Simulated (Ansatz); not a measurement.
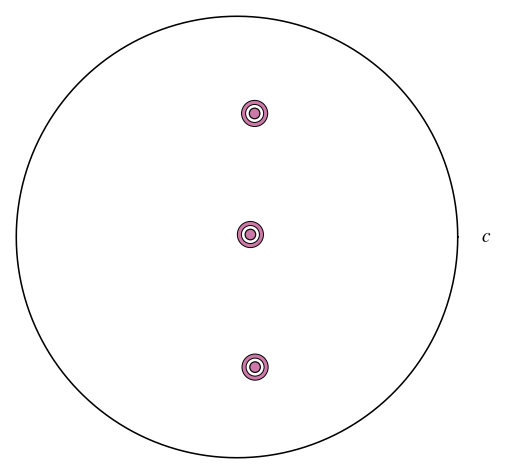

Stereographic projection: filled dots lie in the upper hemisphere, open rings in the lower. The a axis points at the viewer. The poles are all faces of one general form. Computed from the symmetry operations of a computed or model structure of composition WS2.

Name the crystal class.

3m (C3v), order 6, trigonal system: one threefold axis, three mirror planes.

Which physical properties does it allow?

It is not centrosymmetric; polar, so pyroelectricity and piezoelectricity are allowed; it is not chiral.
